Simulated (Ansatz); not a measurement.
Single-point calculation, with input and output: HfSi₂ (part 2 of 2)

Continued. System: HfSi₂ (slab, 24 atoms in the cell). Method: DFT PBE, scalar-relativistic, plane waves, PAW, no spin polarisation (Ansatz 0.2.0); cutoff 420 eV, 10×5×1 k-mesh, Gaussian smearing of 0.1 eV. The structure derives from a Materials Project entry. It belongs to a series of runs on one base structure; here: (0 0 1) slab cut from the bulk.

Geometry of the input (Å; fractional positions):
```
3.6821  0.0000  0.0000
-1.8411  7.2975  0.0000
0.0000  0.0000  27.8071
Hf 0.1055  0.2110  0.2697
Si 0.7497  0.4994  0.2697
Si 0.4458  0.8915  0.2697
Hf 0.8945  0.7890  0.3355
Si 0.2503  0.5006  0.3355
Si 0.5542  0.1085  0.3355
Hf 0.1055  0.2110  0.4013
Si 0.7497  0.4994  0.4013
Si 0.4458  0.8915  0.4013
Hf 0.8945  0.7890  0.4671
Si 0.2503  0.5006  0.4671
Si 0.5542  0.1085  0.4671
Hf 0.1055  0.2110  0.5329
Si 0.7497  0.4994  0.5329
Si 0.4458  0.8915  0.5329
Hf 0.8945  0.7890  0.5987
Si 0.2503  0.5006  0.5987
Si 0.5542  0.1085  0.5987
Hf 0.1055  0.2110  0.6645
Si 0.7497  0.4994  0.6645
Si 0.4458  0.8915  0.6645
Hf 0.8945  0.7890  0.7303
Si 0.2503  0.5006  0.7303
Si 0.5542  0.1085  0.7303
```

### Output, continued
```
  k-point 0: bands = ["-56.4150", "-56.4150", "-55.8138", "-55.8117", "-55.7311", "-55.7311", "-55.5924", "-55.5924", "-25.2689", "-25.2689", "-24.9608", "-24.9608", "-24.9365", "-24.9365", "-24.6078", "-24.5755", "-24.5573", "-24.5352", "-24.5271", "-24.5207", "-24.4849", "-24.4750", "-24.4498", "-24.4482", "-24.4479", "-24.4383", "-24.3533", "-24.3522", "-24.2962", "-24.2958", "-24.2859", "-24.2859", "-6.4647", "-6.4642", "-6.4479", "-6.4479", "-6.4435", "-6.4435", "-6.4093", "-6.4093", "-6.3991", "-6.3991", "-6.3355", "-6.3345", "-6.3256", "-6.3256", "-6.2671", "-5.8365", "-5.8319", "-5.8226", "-5.8225", "-5.8211", "-5.8187", "-5.8102", "-5.8082", "-5.8066", "-5.8046", "-5.8043", "-5.8041", "-5.8038", "-5.8002", "-5.7678", "-5.7470", "-5.7411", "-5.7407", "-5.7367", "-5.7367", "-5.7246", "-5.7243", "-5.7243", "-5.7240", "-5.7228", "-5.7227", "-5.7219", "-5.7219", "-5.6563", "-5.6104", "-5.5972", "-5.5965", "-5.5965", "-5.5928", "-5.5898", "-5.5890", "-5.5839", "-5.5837", "-5.5837", "-5.5836", "-5.5689", "-5.5689", "-5.5655", "-4.7993", "-4.3148", "-3.8319", "-3.7217", "-3.1522", "-2.4546", "-2.2674", "-2.0835", "-1.4628", "-1.1770", "-1.1106", "-0.4704", "0.2543", "0.5393", "0.7114", "1.6252", "1.8223", "1.9759", "2.9508", "3.1874", "3.3330", "3.4198", "3.7040", "3.7042", "3.7444", "3.7527", "3.7917", "3.8790", "3.9302", "3.9693", "3.9860", "4.1438", "4.1872", "4.2454", "4.4280", "4.5956", "4.7579", "4.7643", "4.9514", "5.0804", "5.1550", "5.5174", "5.9550", "6.0005", "6.1372", "6.3750", "6.4256", "6.6396", "6.8235", "6.8577", "6.9320", "7.0622", "7.1562", "7.2793", "7.4526", "7.5830", "7.6091", "7.8437", "7.8442", "8.0695", "8.0755", "8.0760", "8.1669", "8.2777", "8.4326", "8.6687", "8.7291", "8.7724", "8.7987", "8.8402", "9.0039", "9.0587", "9.1177", "9.1250"]
  k-point 1: bands = ["-56.4150", "-56.4150", "-55.8138", "-55.8117", "-55.7311", "-55.7311", "-55.5924", "-55.5924", "-25.2689", "-25.2689", "-24.9608", "-24.9608", "-24.9365", "-24.9365", "-24.6064", "-24.5767", "-24.5571", "-24.5354", "-24.5269", "-24.5201", "-24.4857", "-24.4745", "-24.4499", "-24.4482", "-24.4478", "-24.4385", "-24.3538", "-24.3526", "-24.2961", "-24.2957", "-24.2859", "-24.2859", "-6.4642", "-6.4641", "-6.4479", "-6.4479", "-6.4435", "-6.4435", "-6.4093", "-6.4093", "-6.3991", "-6.3991", "-6.3348", "-6.3345", "-6.3256", "-6.3256", "-6.1551", "-5.8344", "-5.8299", "-5.8228", "-5.8222", "-5.8215", "-5.8182", "-5.8096", "-5.8075", "-5.8068", "-5.8046", "-5.8041", "-5.8038", "-5.8032", "-5.8002", "-5.7606", "-5.7460", "-5.7412", "-5.7407", "-5.7367", "-5.7367", "-5.7244", "-5.7243", "-5.7238", "-5.7236", "-5.7227", "-5.7225", "-5.7219", "-5.7219", "-5.6270", "-5.6101", "-5.5965", "-5.5965", "-5.5948", "-5.5928", "-5.5895", "-5.5889", "-5.5838", "-5.5837", "-5.5837", "-5.5836", "-5.5689", "-5.5689", "-5.4982", "-4.6993", "-4.6508", "-4.1349", "-3.6406", "-3.4147", "-2.5396", "-2.3243", "-1.6591", "-1.3907", "-1.0499", "-1.0124", "-0.3175", "0.3261", "0.6934", "0.9673", "1.5123", "2.0049", "2.1313", "2.3259", "3.0682", "3.1718", "3.3264", "3.3488", "3.6220", "3.6924", "3.7335", "3.8119", "3.8435", "3.9753", "3.9931", "4.0142", "4.1185", "4.1523", "4.2670", "4.4490", "4.6549", "4.7213", "4.7853", "4.8707", "5.0050", "5.2531", "5.6826", "5.7548", "5.8297", "6.1776", "6.2630", "6.5204", "6.5242", "6.5749", "6.7635", "7.0695", "7.1508", "7.1791", "7.2260", "7.5290", "7.6305", "7.6528", "7.8507", "8.0546", "8.0923", "8.2554", "8.2903", "8.3292", "8.3625", "8.3910", "8.4554", "8.6288", "8.6300", "8.6904", "8.8811", "9.0879", "9.1480", "9.2374", "9.3730"]
  k-point 2: bands = ["-56.4150", "-56.4150", "-55.8138", "-55.8118", "-55.7311", "-55.7311", "-55.5924", "-55.5924", "-25.2689", "-25.2689", "-24.9606", "-24.9606", "-24.9365", "-24.9365", "-24.6042", "-24.5785", "-24.5566", "-24.5356", "-24.5267", "-24.5197", "-24.4865", "-24.4740", "-24.4500", "-24.4483", "-24.4478", "-24.4388", "-24.3544", "-24.3532", "-24.2960", "-24.2957", "-24.2859", "-24.2859", "-6.4638", "-6.4638", "-6.4479", "-6.4479", "-6.4436", "-6.4436", "-6.4093", "-6.4093", "-6.3991", "-6.3991", "-6.3345", "-6.3344", "-6.3256", "-6.3256", "-5.8930", "-5.8326", "-5.8240", "-5.8226", "-5.8219", "-5.8176", "-5.8094", "-5.8071", "-5.8069", "-5.8050", "-5.8047", "-5.8040", "-5.8038", "-5.8022", "-5.7841", "-5.7558", "-5.7414", "-5.7407", "-5.7367", "-5.7367", "-5.7278", "-5.7244", "-5.7243", "-5.7234", "-5.7230", "-5.7226", "-5.7219", "-5.7218", "-5.7104", "-5.6155", "-5.6079", "-5.5965", "-5.5965", "-5.5934", "-5.5926", "-5.5891", "-5.5888", "-5.5839", "-5.5837", "-5.5837", "-5.5836", "-5.5689", "-5.5689", "-5.2505", "-5.1967", "-4.6978", "-4.4040", "-3.9300", "-3.3785", "-2.9496", "-2.1195", "-1.7435", "-0.9713", "-0.7287", "-0.5059", "-0.3958", "0.8184", "1.0088", "1.2580", "1.3308", "1.8703", "2.1300", "2.2539", "2.4684", "2.7186", "3.0286", "3.2314", "3.3919", "3.5751", "3.6821", "3.7060", "3.8795", "3.9283", "3.9730", "4.0751", "4.1383", "4.1729", "4.2229", "4.5166", "4.5214", "4.6138", "4.8393", "5.2138", "5.2537", "5.3064", "5.3661", "5.6181", "5.7488", "5.8853", "6.1561", "6.2520", "6.4764", "6.8481", "6.9442", "7.0081", "7.0619", "7.1683", "7.3463", "7.6156", "7.6249", "7.6748", "7.7080", "7.8695", "7.9811", "8.1212", "8.2688", "8.3420", "8.5679", "8.5958", "8.6179", "8.6695", "8.8204", "8.9462", "9.0299", "9.0839", "9.2983", "9.3229", "9.5222"]
  k-point 25: bands = ["-56.4126", "-56.4126", "-55.8110", "-55.8090", "-55.7284", "-55.7284", "-55.5897", "-55.5897", "-25.2584", "-25.2584", "-25.0368", "-25.0368", "-24.9485", "-24.9485", "-24.6574", "-24.6435", "-24.5880", "-24.5672", "-24.5659", "-24.5597", "-24.5405", "-24.5067", "-24.4708", "-24.4606", "-24.4357", "-24.4254", "-24.4037", "-24.4037", "-24.3405", "-24.3395", "-24.2820", "-24.2817", "-6.4571", "-6.4571", "-6.4561", "-6.4561", "-6.4414", "-6.4414", "-6.4038", "-6.4038", "-6.4037", "-6.4037", "-6.3351", "-6.3351", "-6.3235", "-6.3235", "-5.8367", "-5.8315", "-5.8192", "-5.8173", "-5.8162", "-5.8158", "-5.8123", "-5.8121", "-5.8109", "-5.8074", "-5.8066", "-5.8016", "-5.8000", "-5.7992", "-5.7499", "-5.7497", "-5.7353", "-5.7352", "-5.7339", "-5.7321", "-5.7316", "-5.7312", "-5.7274", "-5.7271", "-5.7220", "-5.7215", "-5.7184", "-5.7182", "-5.6086", "-5.6085", "-5.5960", "-5.5960", "-5.5925", "-5.5923", "-5.5895", "-5.5895", "-5.5859", "-5.5859", "-5.5787", "-5.5787", "-5.5696", "-5.5696", "-4.2929", "-3.8393", "-3.2355", "-3.0659", "-2.9287", "-2.5801", "-2.5048", "-2.4359", "-1.8649", "-1.7938", "-1.5730", "-1.0332", "-0.9559", "-0.4100", "-0.0562", "0.2998", "0.7293", "0.7948", "0.8631", "0.9594", "1.2566", "1.8104", "2.0263", "2.0725", "2.1969", "2.3608", "2.5922", "2.6193", "2.7513", "2.9243", "3.2126", "3.3674", "3.4122", "3.5054", "3.5969", "3.7154", "3.8129", "3.9070", "4.0747", "4.1826", "4.2544", "4.3449", "4.6177", "4.6325", "4.7192", "5.0746", "5.2538", "5.5372", "5.8163", "6.4603", "6.7753", "6.9625", "7.3010", "7.4248", "7.5603", "7.6802", "7.7695", "7.9064", "7.9492", "8.3359", "8.4236", "8.5187", "8.5911", "8.7720", "8.8913", "9.0226", "9.1656", "9.1853", "9.3770", "9.4258", "9.5183", "9.5936", "9.6666", "9.6861", "9.7758", "9.7789"]
```

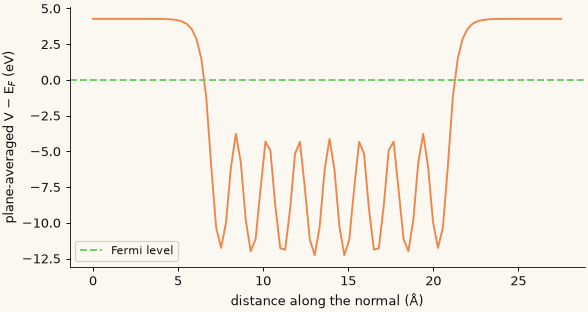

Figure 1. Plane average of the electrostatic potential energy of an electron across the cell, from the Fermi level. The vacuum level lies 4.27 eV above the Fermi level.

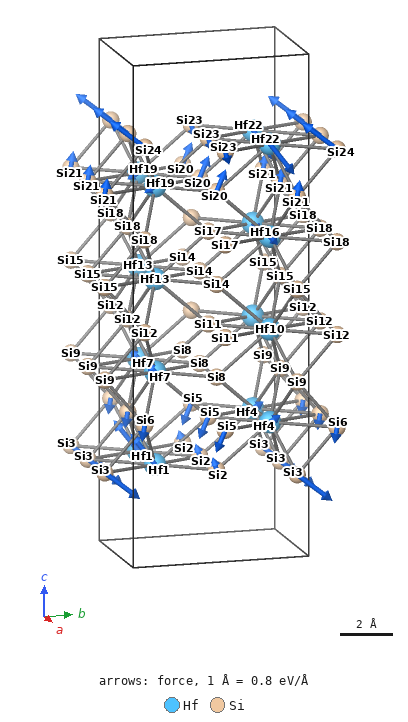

Figure 2. Forces on the atoms as blue arrows (ball-and-stick view of the 2 × 1 repeat of the cell, with the vacuum cut short, seen slightly off an axis; bonded neighbours outside the cell are drawn too; atoms are numbered from 1 in the order of the input); the smallest are left out. The largest act on Si3, Si24 (1.41 eV/Å); Hf1, Hf22 (1.26 eV/Å); Si5, Si20 (0.76 eV/Å); Si6, Si21 (0.53 eV/Å). The geometry is not a stationary point of this energy.

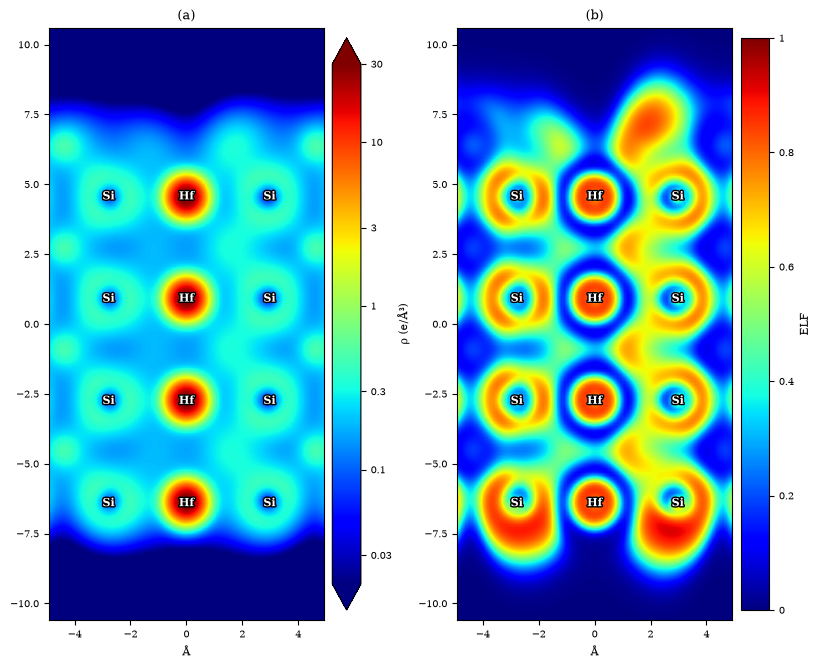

Figure 3. (a) valence pseudo-density; (b) ELF on the (110) plane of the calculation cell, a cut from vacuum to vacuum. Hf–Si (2.80 Å): ρ at the midpoint is about 0.3 e/Å³; the ELF is about 0.40 at the midpoint; no shared pair; the contact is polar. Hf–Si (2.97 Å): ρ is about 0.23 e/Å³ halfway; the ELF is about 0.35 at the midpoint; no shared pair; the contact is polar. The density dies away to nearly zero in the vacuum. The strong features right at Hf lie inside the PAW spheres (semicore, d or f shells) and say nothing about bonding. In a PAW calculation such maps are meaningful between the atoms, not at the nuclei.

### Key numbers

| quantity | value |
| --- | --- |
| outcome | converged |
| electrons treated | 272 |
| free energy | −135951.9444 eV |
| work function, top face | 4.27 eV |
| work function, bottom face | 4.27 eV |
| Fermi energy | 5.964 eV |
| gap on the k-point mesh | none (metallic) |
| work function (upper face) | 4.27 eV |
| largest force (length of the vector) | 1.410 eV/Å |
| hardware | 4 threads of Arm Neoverse N1, 80 GiB of memory available, shared host |
| wall time | 5.2 min (CPU time 21 min) |
| peak memory | 3.8 GiB |

### Remarks

The program warns: the k-point mesh lowers the symmetry that the run can use; the exchange-correlation potential is rough where the density is thin. Spin–orbit coupling is left out, which matters for Hf.
